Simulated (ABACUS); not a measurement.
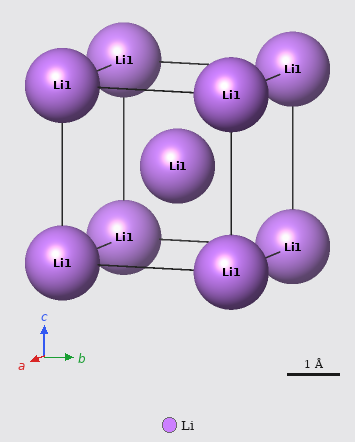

Fig. 1: The structure as given in the input (spheres-only view of the cell 2 times as large as that of the calculation, set on its symmetry axes, seen slightly off an axis; atoms are numbered from 1 in the order of the input).

**Geometry relaxation of Li (part 1 of 2)**

Li (Im-3m, 1 atom in the cell), computed with Kohn-Sham DFT of a periodic cell, WC, Ansatz NC PBE, no spin polarisation (ABACUS 3.10.1).

The structure derives from an entry of the Crystallography Open Database.

What the program printed
```
ABACUS v3.10.1

               Atomic-orbital Based Ab-initio Computation at UStc

 ------------------------------------------------------------------------------------

 READING GENERAL INFORMATION
                           global_out_dir = OUT.Li/
                           global_in_card = INPUT
                               pseudo_dir = ./
                              orbital_dir =
                                    DSIZE = 4
                                    GSIZE = 1

 READING UNITCELL INFORMATION
                                    ntype = 1
                  lattice constant (Bohr) = 6.63162
              lattice constant (Angstrom) = 3.5093

 READING ATOM TYPE 1
                               atom label = Li
                      L=0, number of zeta = 1
                      L=1, number of zeta = 1
                      L=2, number of zeta = 1
             number of atom for this type = 1

                        TOTAL ATOM NUMBER = 1
DIRECT COORDINATES
    atom                   x                   y                   z     mag                  vx                  vy                  vz
taud_Li1            0.0000000000        0.0000000000        0.0000000000  0.0000        0.0000000000        0.0000000000        0.0000000000

                          Volume (Bohr^3) = 145.824
                             Volume (A^3) = 21.6088

 Lattice vectors: (Cartesian coordinate: in unit of a_0)
                 +0.5                +0.5                +0.5
                 -0.5                +0.5                +0.5
                 -0.5                -0.5                +0.5
 Reciprocal vectors: (Cartesian coordinate: in unit of 2 pi/a_0)
                   +1                  -0                  +1
                   -1                  +1                  -0
                   +0                  -1                  +1
 The esolver type has been set to : ksdft_pw

                PAO radial cut off (Bohr) = 7

 Read in pseudopotential file is Li.upf
                     pseudopotential type = NC
          exchange-correlation functional = PBE
                 nonlocal core correction = 0
                        valence electrons = 3
                                     lmax = 1
                           number of zeta = 2
                     number of projectors = 4
                           L of projector = 0
                           L of projector = 0
                           L of projector = 1
                           L of projector = 1
 XC functional updated to : wc
          exchange-correlation functional = WC
     initial pseudo atomic orbital number = 2

 SETUP THE ELECTRONS NUMBER
            electron number of element Li = 3
      total electron number of element Li = 3
            AUTOSET number of electrons:  = 3
                           occupied bands = 2
                                   NBANDS = 6
                                   NLOCAL = 9

%%%%%%%%%%%%%%%%%%%%%%%%%%%%%%%%%%%%%%%%%%%%%%%%%%%%%%%%%%%%%%%%%%%%%%%%%%%%%%%%%%%%%%%%%%%%%%%%%%%%%%%%%%
 Warning: the number of valence electrons in pseudopotential > 1 for Li: [He] 2s1
 Pseudopotentials with additional electrons can yield (more) accurate outcomes, but may be less efficient.
 If you're confident that your chosen pseudopotential is appropriate, you can safely ignore this warning.
%%%%%%%%%%%%%%%%%%%%%%%%%%%%%%%%%%%%%%%%%%%%%%%%%%%%%%%%%%%%%%%%%%%%%%%%%%%%%%%%%%%%%%%%%%%%%%%%%%%%%%%%%%

 SETUP THE PLANE WAVE BASIS
 energy cutoff for charge/potential (unit:Ry) = 304
            fft grid for charge/potential = [ 32, 32, 32 ]
                        fft grid division = [ 1, 1, 1 ]
        big fft grid for charge/potential = [ 32, 32, 32 ]
                                     nbxx = 32768
                                     nrxx = 32768

 SETUP PLANE WAVES FOR CHARGE/POTENTIAL
                    number of plane waves = 13067
                         number of sticks = 749

 PARALLEL PW FOR CHARGE/POTENTIAL
     PROC   COLUMNS(POT)             PW
        1            749          13067
 --------------- sum -------------------
        1            749          13067
                            number of |g| = 158
                                  max |g| = 338
                                  min |g| = 0

----------- Double Check Mixing Parameters Begin ------------
mixing_type: broyden
mixing_beta: 0.7
mixing_gg0: 1
mixing_gg0_min: 0.1
mixing_ndim: 8
----------- Double Check Mixing Parameters End ------------

 LATTICE VECTORS: (CARTESIAN COORDINATE: IN UNIT OF A0)
                 +0.5                +0.5                +0.5
                 -0.5                +0.5                +0.5
                 -0.5                -0.5                +0.5
                       right hand lattice = 1
                                   NORM_A = 0.866025
                                   NORM_B = 0.866025
                                   NORM_C = 0.866025
                           ALPHA (DEGREE) = 70.5288
                           BETA  (DEGREE) = 109.471
                           GAMMA (DEGREE) = 70.5288

 The lattice vectors have been changed (STRU_SIMPLE.cif)

(for optimal symmetric configuration:)
                             BRAVAIS TYPE = 2
                     BRAVAIS LATTICE NAME = 02. Cubic I (body-centered)
                                    ibrav = 2
                                    IBRAV = 2
                                  BRAVAIS = BODY CENTERED CUBIC
                       LATTICE CONSTANT A = 1
Original cell was already a primitive cell.
                        ROTATION MATRICES = 48
              PURE POINT GROUP OPERATIONS = 48
                   SPACE GROUP OPERATIONS = 48
                              POINT GROUP = O_h
               POINT GROUP IN SPACE GROUP = O_h

 SETUP K-POINTS
                                    nspin = 1
                   Input type of k points = Monkhorst-Pack(Gamma)
                                   nkstot = 729
                       right hand lattice = 1
(for reciprocal lattice: )
                             BRAVAIS TYPE = 3
                     BRAVAIS LATTICE NAME = 03. Cubic F (face-centered)
                                    ibrav = 3
                       right hand lattice = 1
(for k-lattice: )
                             BRAVAIS TYPE = 3
                     BRAVAIS LATTICE NAME = 03. Cubic F (face-centered)
                                    ibrav = 3
                       right hand lattice = 1
                        ROTATION MATRICES = 48
                               nkstot_ibz = 35
K-POINTS REDUCTION ACCORDING TO SYMMETRY
     IBZ    DIRECT_X    DIRECT_Y    DIRECT_Z  WEIGHT  ibz2bz
       1  0.00000000  0.00000000  0.00000000  0.0014       0
       2  0.11111111  0.11111111  0.00000000  0.0165       1
       3  0.22222222  0.22222222  0.00000000  0.0165       2
       4  0.33333333  0.33333333  0.00000000  0.0165       3
       5  0.44444444  0.44444444  0.00000000  0.0165       4
       6  0.11111111  0.22222222  0.11111111  0.0329      11
       7  0.11111111  0.33333333  0.22222222  0.0658      12
       8  0.33333333  0.44444444  0.11111111  0.0658      13
       9  0.44444444 -0.11111111  0.44444444  0.0329      14
      10  0.22222222  0.44444444  0.22222222  0.0329      22
      11  0.44444444 -0.22222222  0.33333333  0.0658      23
      12  0.33333333 -0.33333333  0.33333333  0.0110      33
      13  0.11111111  0.11111111  0.11111111  0.0082      91
      14  0.22222222  0.22222222  0.11111111  0.0329      92
      15  0.11111111  0.33333333  0.33333333  0.0329      93
      16  0.44444444  0.44444444  0.11111111  0.0329      94
      17  0.22222222  0.33333333  0.22222222  0.0329     102
      18  0.33333333  0.44444444  0.22222222  0.0658     103
      19  0.44444444 -0.22222222  0.44444444  0.0329     104
      20  0.11111111  0.33333333  0.11111111  0.0110     109
      21  0.44444444 -0.33333333  0.33333333  0.0329     113
      22  0.22222222  0.44444444  0.11111111  0.0329     118
      23  0.44444444 -0.11111111  0.33333333  0.0329     127
      24  0.44444444 -0.22222222  0.22222222  0.0329     128
      25  0.33333333 -0.22222222  0.33333333  0.0329     137
      26  0.22222222  0.22222222  0.22222222  0.0082     182
      27  0.33333333  0.33333333  0.22222222  0.0329     183
      28  0.44444444  0.44444444  0.22222222  0.0329     184
      29  0.33333333  0.44444444  0.33333333  0.0329     193
      30  0.44444444 -0.33333333  0.44444444  0.0329     194
[... 5 further k points ...]

                               nkstot now = 35
[... K-POINTS DIRECT COORDINATES: 35 rows ...]

           k-point number in this process = 9
       minimum distributed K point number = 8
[... stars of the k points ...]

[... K-POINTS CARTESIAN COORDINATES: 9 rows ...]

[... K-POINTS DIRECT COORDINATES: 9 rows ...]

 SETUP PLANE WAVES FOR WAVE FUNCTIONS
     energy cutoff for wavefunc (unit:Ry) = 76
              fft grid for wave functions = [ 32, 32, 32 ]
                    number of plane waves = 2315
                         number of sticks = 233

 PARALLEL PW FOR WAVE FUNCTIONS
     PROC   COLUMNS(POT)             PW
        1            233           2315
 --------------- sum -------------------
        1            233           2315

 SETUP NONLOCAL PSEUDOPOTENTIALS IN PLANE WAVE BASIS
 Li non-local projectors:
 projector 1 L=0
 projector 2 L=0
 projector 3 L=1
 projector 4 L=1
      TOTAL NUMBER OF NONLOCAL PROJECTORS = 8

 Init Non-Local PseudoPotential table :
 Init Non-Local-Pseudopotential done.

                                     npwx = 1635

 Make real space PAO into reciprocal space.
       max mesh points in Pseudopotential = 701
     dq(describe PAO in reciprocal space) = 0.01
                                    max q = 1751

 number of pseudo atomic orbitals for Li is 2
WARNING: norm of atomic wavefunction # 2 of atomic type Li is 0.972901, renormalized

 -------------------------------------------
 STEP OF RELAXATION : 1
 -------------------------------------------
                                 init_chg = atomic

 PW ALGORITHM --------------- ION=   1  ELEC=   1--------------------------------
 Notice: Threshold on eigenvalues was too large.
 hsover_error=0.03 > DRHO=0.00308892
 Origin diag ethr = 0.01
 New diag ethr = 0.000102964

 Density error is 0.00306810817309
                          Error Threshold = 0.000102964034486
----------------------------------------------------------
     Energy           Rydberg                 eV
----------------------------------------------------------
 E_KohnSham     -14.4134363441       -196.1048620405
 E_Harris       -14.5546557270       -198.0262503155
 E_Fermi        0.0602090194         0.8191857349
----------------------------------------------------------

 PW ALGORITHM --------------- ION=   1  ELEC=   2--------------------------------

 Density error is 0.000257836143455
                          Error Threshold = 0.000102270272436
----------------------------------------------------------
     Energy           Rydberg                 eV
----------------------------------------------------------
 E_KohnSham     -14.4134140614       -196.1045588681
 E_Harris       -14.4538824837       -196.6551600011
 E_Fermi        0.0570831395         0.7766559565
----------------------------------------------------------

 PW ALGORITHM --------------- ION=   1  ELEC=   3--------------------------------

 Density error is 7.10686480893e-06
                          Error Threshold = 8.59453811518e-06
----------------------------------------------------------
     Energy           Rydberg                 eV
----------------------------------------------------------
 E_KohnSham     -14.4134428036       -196.1049499255
 E_Harris       -14.4153626524       -196.1310708090
 E_Fermi        0.0556649461         0.7573604461
----------------------------------------------------------

 PW ALGORITHM --------------- ION=   1  ELEC=   4--------------------------------

 Density error is 3.44376987896e-07
                          Error Threshold = 2.36895493631e-07
----------------------------------------------------------
     Energy           Rydberg                 eV
----------------------------------------------------------
 E_KohnSham     -14.4134429167       -196.1049514655
 E_Harris       -14.4139637646       -196.1120379635
 E_Fermi        0.0554328102         0.7542020743
----------------------------------------------------------

 PW ALGORITHM --------------- ION=   1  ELEC=   5--------------------------------

 Density error is 5.82601682489e-09
                          Error Threshold = 1.14792329299e-08
----------------------------------------------------------
     Energy           Rydberg                 eV
----------------------------------------------------------
 E_KohnSham     -14.4134429314       -196.1049516648
 E_KS(sigma->0) -14.4132550989       -196.1023960720
 E_Harris       -14.4135074580       -196.1058295939
 E_band         -6.7383314816        -91.6797031621
 E_one_elec     -9.8679425474        -134.2602461818
 E_Hartree      3.7009855969         50.3544923331
 E_xc           -3.3071781470        -44.9964670998
 E_Ewald        -4.9389321688        -67.1976195308
 E_entropy(-TS) -0.0003756651        -0.0051111855
 E_descf        0.0000000000         0.0000000000
 E_exx          0.0000000000         0.0000000000
 E_Fermi        0.0554492224         0.7544253748
----------------------------------------------------------

 charge density convergence is achieved
 final etot is -196.10495166 eV
 EFERMI = 0.75442537481 eV

 STATE ENERGY(eV) AND OCCUPATIONS    NSPIN == 1
[... levels at 9 further k points ...]

------------------------------------------------------------------------------------------
 TOTAL-FORCE (eV/Angstrom)
------------------------------------------------------------------------------------------
                       Li1         0.0000000000         0.0000000000         0.0000000000
------------------------------------------------------------------------------------------

----------------------------------------------------------------
 TOTAL-STRESS (KBAR)
```
